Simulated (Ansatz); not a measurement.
# Σ5 (210) boundary in fcc Al with Ta (substitutional): structure and resistance, part 2 of 2

Aim: the relaxed structure and the specific resistance of the Σ5 (210) boundary in fcc Al with Ta (substitutional).

Ansatz 0.2.0; Ansatz plane-wave DFT, PBE, PAW files; relaxation of a bicrystal slab with its lowest layers held; PAW set soft_1 (the session's first sound run).

So far. Step 2 (Relaxing the bicrystal): The largest force component on a free atom ends at 0.021 eV/Å, under the tolerance of 0.03, after 15 steps.

### 3. Transmission across the boundary

This step: Ansatz plane-wave DFT, PBE, PAW files; ballistic transport by layer matching (Landauer), zero bias; boundary relaxed in a short slab, bulk layers laid on; PAW set soft_1 (Ansatz 0.2.0).

System of this step: Σ5 (210) boundary in fcc Al with Ta (substitutional). The cell holds 47 atoms: 46 Al and 1 Ta. Cell: a = 4.958 Å, b = 4.048 Å, c = 50.118 Å, α = 90.0°, β = 90.0°, γ = 65.9°. It derives from Al. Regions: lower grain, 19 atoms (19 Al); boundary, 13 atoms (12 Al and 1 Ta); upper grain, 15 atoms (15 Al). Vacuum lies along c.

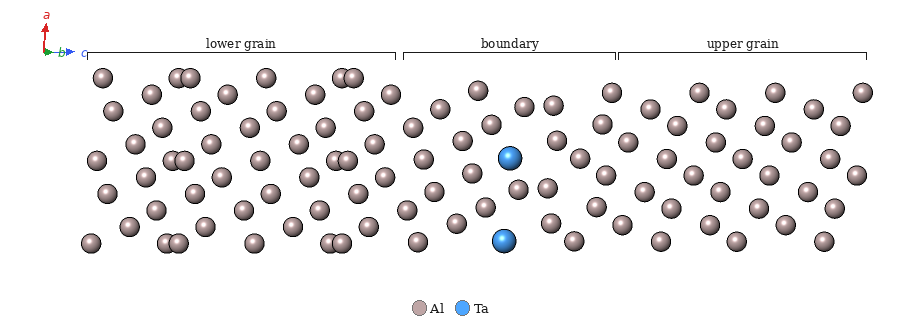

The cell of this step (aluminium light grey, tantalum blue). 2×1×1 cells are drawn. Some periodic images of atoms are drawn too.

Input file input.yaml:

```yaml
crystal:
  lattice:
    - [4.957730497, 0.0, 0.0]
    - [1.6525768323, 3.6952741352, 0.0]
    - [0.0, 0.0, 50.1180954958]
  atoms:
    - { symbol: Al, position: [-15.0, 7.5000000002, 0.0798114924] }
    - { symbol: Al, position: [-14.4, 7.2000000002, 0.0978719076] }
    - { symbol: Al, position: [-13.8, 6.9000000002, 0.1159323227] }
    - { symbol: Al, position: [-13.2, 6.6000000002, 0.1339927378] }
    - { symbol: Al, position: [-12.6, 6.3000000002, 0.1520531529] }
    - { symbol: Al, position: [-12.0, 6.0000000002, 0.170113568] }
    - { symbol: Al, position: [-11.4, 5.7000000001, 0.1881739831] }
    - { symbol: Al, position: [-10.8, 5.4000000001, 0.2062343982] }
    - { symbol: Al, position: [-10.2, 5.1000000001, 0.2242948133] }
    - { symbol: Al, position: [-9.6, 4.8000000001, 0.2423552284] }
    - { symbol: Al, position: [-9.0, 4.5000000001, 0.2604156435] }
    - { symbol: Al, position: [-8.4, 4.2000000001, 0.2784760586] }
    - { symbol: Al, position: [-7.8, 3.9000000001, 0.2965364737] }
    - { symbol: Al, position: [-7.2, 3.6000000001, 0.3145968889] }
    - { symbol: Al, position: [-6.6, 3.3000000001, 0.332657304] }
    - { symbol: Al, position: [-6.0, 3.0, 0.3507177191] }
    - { symbol: Al, position: [-5.4, 2.7, 0.3687781342] }
    - { symbol: Al, position: [-4.8, 2.4, 0.3868385493] }
    - { symbol: Al, position: [-4.2, 2.1, 0.4048989644] }
    - { symbol: Al, position: [0.4, 0.8, 0.4229593795] }
    - { symbol: Al, position: [1.0155925675, 0.4922037163, 0.4411577769] }
    - { symbol: Al, position: [0.6238372769, 0.1880813616, 0.4594157895] }
    - { symbol: Al, position: [0.2396525353, 0.8801737324, 0.4776681005] }
    - { symbol: Al, position: [0.8473688957, 0.5763155521, 0.494824223] }
    - { symbol: Al, position: [0.4355678479, 0.282216076, 0.5161171309] }
    - { symbol: Ta, position: [0.0301632504, -0.0150816252, 0.5300768324] }
    - { symbol: Al, position: [0.6503762113, 0.6748118944, 0.5459384383] }
    - { symbol: Al, position: [0.2425868591, 0.8787065705, 0.5820093039] }
    - { symbol: Al, position: [0.6670928971, 0.1664535515, 0.5847225361] }
    - { symbol: Al, position: [1.0263316492, 0.4868341754, 0.6140981225] }
    - { symbol: Al, position: [0.4404811082, 0.7797594459, 0.6323331931] }
    - { symbol: Al, position: [0.8221350635, 0.0889324683, 0.6492822809] }
    - { symbol: Al, position: [-4.7778649365, 2.3889324683, 0.667342696] }
    - { symbol: Al, position: [-5.3778649365, 2.6889324683, 0.6854031111] }
    - { symbol: Al, position: [-5.9778649365, 2.9889324683, 0.7034635263] }
    - { symbol: Al, position: [-6.5778649365, 3.2889324683, 0.7215239414] }
    - { symbol: Al, position: [-7.1778649365, 3.5889324683, 0.7395843565] }
    - { symbol: Al, position: [-7.7778649365, 3.8889324683, 0.7576447716] }
    - { symbol: Al, position: [-8.3778649365, 4.1889324683, 0.7757051867] }
    - { symbol: Al, position: [-8.9778649365, 4.4889324683, 0.7937656018] }
    - { symbol: Al, position: [-9.5778649365, 4.7889324683, 0.8118260169] }
    - { symbol: Al, position: [-10.1778649365, 5.0889324684, 0.829886432] }
    - { symbol: Al, position: [-10.7778649365, 5.3889324684, 0.8479468471] }
    - { symbol: Al, position: [-11.3778649365, 5.6889324684, 0.8660072622] }
    - { symbol: Al, position: [-11.9778649365, 5.9889324684, 0.8840676773] }
    - { symbol: Al, position: [-12.5778649365, 6.2889324684, 0.9021280924] }
    - { symbol: Al, position: [-13.1778649365, 6.5889324684, 0.9201885076] }
kpoints:
  mp_grid: { grid: [7, 7, 1] }
hamiltonian:
  xc: pbe
  pseudopotentials: { kind: paw, azcp: { folder: soft_1 } }
scf:
  occupations: { method: fermi_dirac, width: 0.1 }
output:
  transmission:
    leads: [[10, 11], [38, 39]]
    kmesh: [18, 18]
    e_range: [-0.1, 0.1]
    de: 0.05
  write_potential: true
  write_density: true
  volumetric_format: npy
  elf: true
```

Launch:

```
ansatz run input.yaml --threads 4 --pin off --max-ram 15360MiB --backend cpu --events-out ev --progress --plain --runs-dir out
```

Numbers of over 12 decimals in the logs are rounded to 6 here.

Output:

```text
[...]
Crystal: 47 atoms, lattice volume = 918.172 Å³
Basis set: ecut = 420 eV, 17975 PW (Γ)
Bands: 123, of which v1, the nominal top of the filled ones, is band 76 counted from 1 (75 counted from 0)
Symmetry: 2 space group operations
[...]
k-points: 16 of 49 (time reversal used)
[...]
SCF iter   1: F=—  HF=-34660.034621 eV  |F-HF|=—  |Δ(HF+E_count)|=         —  Δρ=2.42e-2  dr2=1.46e2  ethr=3.10e-3  ⟨swp⟩=8.2  Hψ=10864  notcnv=0  defer=89
[...]
SCF iter   9: F=-34655.982067 eV  HF=-34655.982067 eV  |F-HF|=3.43e-9  |Δ(HF+E_count)|=   2.82e-8  Δρ=8.12e-7  dr2=1.26e-8  ethr=6.62e-11  ⟨swp⟩=3.3  Hψ=4285  notcnv=0
SCF 1 converged in 9 iterations: F = -34655.982067 eV  dr2 = 1.26e-8
[...]
transmission: 360 of 3549 steps passed
transmission: 718 of 3549 steps passed
[...]
transmission: 3549 of 3549 steps passed
WARN: The output density's exchange-correlation potential varies sharply where the density is thin. Do not read a vacuum level from v_tot or v_xc, or from such a field of the output density. On a cell that repeats whose density bears no net charge and no dipole along the vacuum's axis use v_es (v_loc + v_h of the components); under efield.dipole_correction with no amplitude use v_es + v_field, which holds any externa [...]
SCF converged after 9 iterations
Free energy (F): -34655.982067 eV
[...]
Internal energy: -34655.360153 eV  (E = F + TS)
E sigma→0 (E₀):  -34655.671110 eV
Entropy (-TS):   -0.621914 eV (-13.232 meV/atom)
Fermi energy:    6.284881 eV
[...]
--- Band table (eV; the first three rows and the last of 16) ---
  k-point 0: bands = [... 72 lower, 6.2624, 6.2825, 6.4429, 6.5121, 6.5335, 6.5571, 6.5845, 6.5890, ... 43 higher]
  k-point 1: bands = [... 72 lower, 5.5691, 5.6516, 5.8069, 5.8891, 5.9291, 6.0754, 6.1568, 6.2592, ... 43 higher]
  k-point 2: bands = [... 72 lower, 5.4583, 5.5285, 5.5895, 5.6858, 5.7092, 5.9088, 6.0341, 6.1576, ... 43 higher]
  k-point 15: bands = [... 72 lower, 7.0258, 7.1963, 7.2626, 7.3034, 7.4933, 7.5215, 7.7047, 7.8889, ... 43 higher]
--- Transmission ---
  basis      : 161 plane waves across, 39 finite elements along
  points     : 91, standing for a mesh of 18 x 18
  energies   : 5 from -0.100000 to 0.100000 eV about the Fermi level, 0.050000 eV apart; the leads are filled to 0.000000 eV, and channels, transmission and decay are at 0.000000 eV
  crystal 0  : Al3, at the sites [10, 11], period 2.7155 Å, over 18.10 Å; its Hamiltonian steps by up to 31.4 meV: too much for a lead, lay more layers or, if its atoms are ordered, name the step of that order
    offset         : up to 0.0000 Å between an atom of the period and one for which it stands
    channels       : 3.564815e0 a spin
    conductance    : none, the energies end too early or step too widely for 300 K: set another output.transmission.e_range or a lower de, or, where they end at an eighth of basis.ecutwfc, a higher one
[...]
channels       : 3.564815e0 a spin
[...]
junction   : crystal 0 to crystal 1, 12.84 to 36.86 Å
    transmission   : 1.264317e0 a spin
[...]
```

Elapsed: 7.1 min, on 4 threads of Arm Neoverse V1, shared host; peak memory 3.5 GiB; 27 min of CPU time.

This step gave:

```yaml
free_energy: -34655.9821 eV
energy_at_zero_smearing: -34655.6711 eV
fermi_energy: 6.285 eV
cell_area: 18.32 Å²
transmission_per_spin_nearest_the_fermi_level: 1.264
open_channels_per_spin_nearest_the_fermi_level: 3.565
open_channels_per_spin_upper_lead: 3.565
step_of_the_lead_s_potential: 31.4 meV
step_of_the_upper_lead_s_potential: 29.7 meV
```

Per spin. The transmission, zone mean by energy, zero at the Fermi level:

```csv
energy (eV),"transmission, zone mean"
-0.1000,1.25
-0.0500,1.26
0.0000,1.26
0.0500,1.27
0.1000,1.28
```

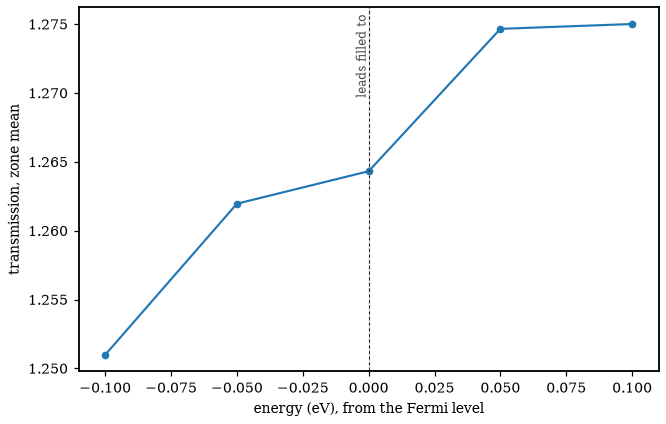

Transmission, zone mean, plotted against energy.

Per spin. The open channels, zone mean by energy, zero at the Fermi level:

```csv
energy (eV),lead,upper lead
-0.1000,3.44,3.44
-0.0500,3.52,3.51
0.0000,3.56,3.56
0.0500,3.63,3.61
0.1000,3.65,3.65
```

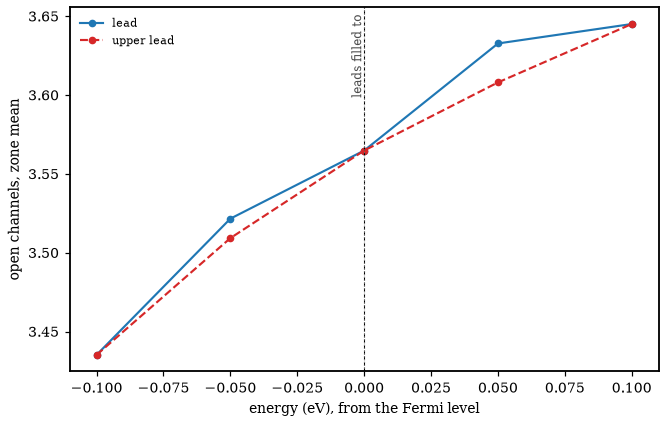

Open channels, zone mean, plotted against energy.

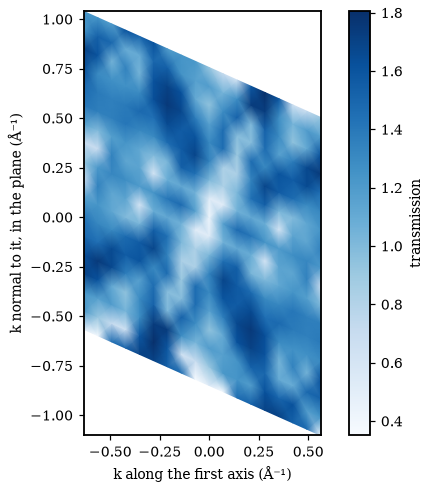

Transmission over k1 and k2. At 0.0000 eV from the Fermi level.

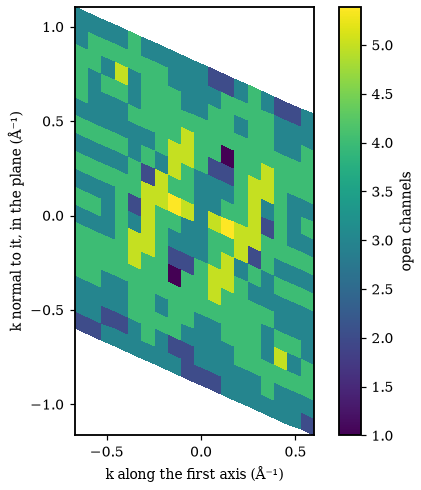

Open channels over k1 and k2. At 0.0000 eV from the Fermi level.

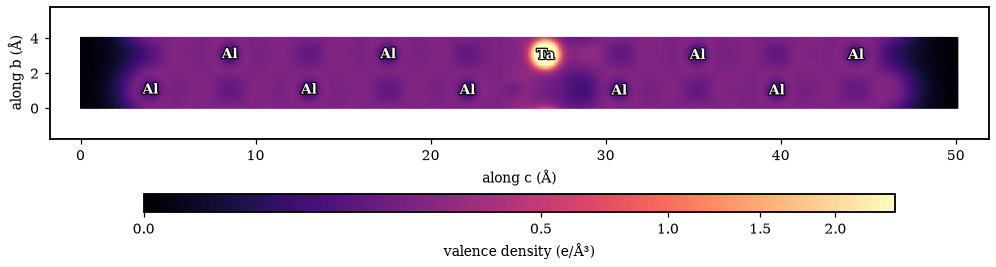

Valence density in the cb plane at fractional x = 0.000, with atoms of Al and Ta within 0.2 Å of it. It is the smooth field of the valence electrons, not physical close to the nuclei. The map starts off the cell's origin, so that atoms lie inside it. The colour scale is stretched toward low values.

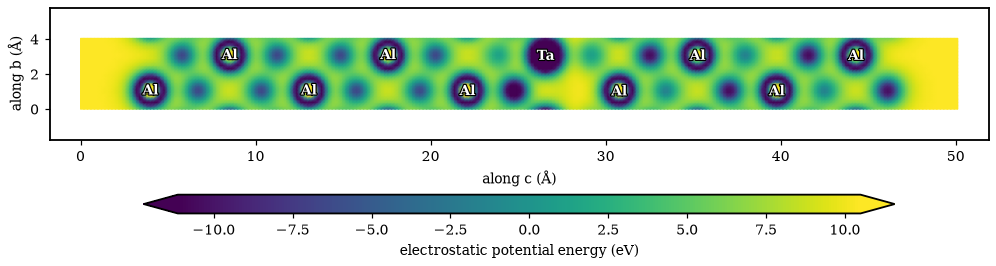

Electrostatic potential energy in the cb plane at fractional x = 0.000, with atoms of Al and Ta within 0.2 Å of it. With pseudopotentials it is smooth inside the atoms' cores, unlike the true potential. The map starts off the cell's origin, so that atoms lie inside it.

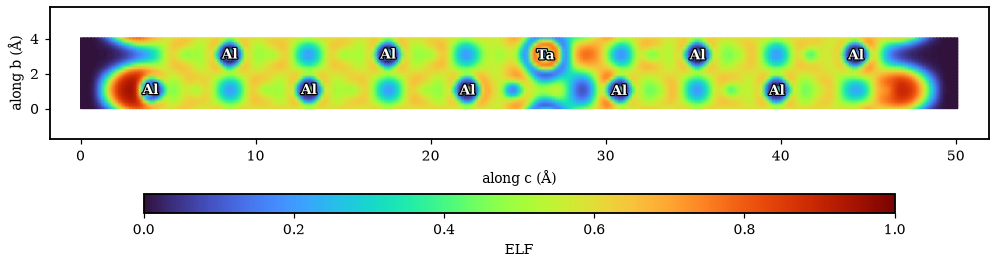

ELF in the cb plane at fractional x = 0.000, with atoms of Al and Ta within 0.2 Å of it. It is the smooth field of the valence electrons, not physical close to the nuclei. The map starts off the cell's origin, so that atoms lie inside it.

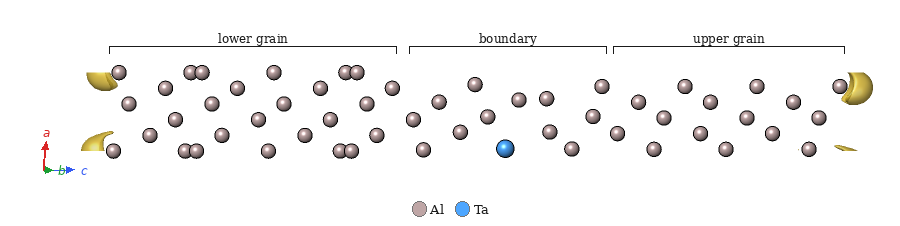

Surface of ELF = 0.85.

Over the solved energies the transmission per spin lies between 1.25 and 1.28, out of 3.56 channels of the lead on average (up to 3.65). The log calls the step of a lead's potential too much.

### 4. Specific resistance

This step: Ansatz plane-wave DFT, PBE, PAW files; ballistic transport by layer matching (Landauer), zero bias; specific resistance of the boundary; PAW set soft_1 (Ansatz 0.2.0).

This step gave:

```yaml
area_resistance: 1.204 fΩ m²
t_over_the_leads_mean_channel_count: 0.3558
```

Averaged over the energies near the Fermi level, 35.6 % of the channels pass, which makes 1.20 fΩ m².

By hand, with T and the leads' channels N averaged over the energies near the Fermi level: RA = A (h/2e²)(1/T − ½[1/N₁ + 1/N₂]) = 18.32×10⁻²⁰ m² × 12 906 Ω × (1/1.265 − ½[1/3.560 + 1/3.552]) = 1.20 fΩ m².

### 5. Outcome

```
specific resistance of the boundary : 1.20 fΩ m²
share of channels that pass         : 0.356
```

In words: The boundary has a specific resistance of 1.2 fΩ m². The boundary reflects 64 % of the channels; 1.2 fΩ m² is 12×10⁻¹² Ω·cm². That equals the resistance of 44 nm of bulk Al at 300 K (measured 2.733 µΩ cm, CRC Handbook of Chemistry and Physics, 84th ed., 2003, Electrical Resistivity of Pure Metals). One Ta in 18.3 Å² of boundary is a high coverage. Each plane of this narrow cell holds one atom, so the solute fills a whole plane. One starting structure was relaxed; another shift or atom count at the boundary may lie lower. Spin-orbit coupling is left out, which matters for Ta. A lead's potential steps by up to 31 meV from period to period, which the log calls too much, so longer leads could move the result.

[Logs are printed without paths, hosts, clocks, repeated set-up lines and the standing remarks that a program may print on its own settings, such as how far it seeks lower states.]

[Hosts, paths, dates, database ids (printed as entryN), source tags and the programs' standing remarks are cut or masked in the printed files.]
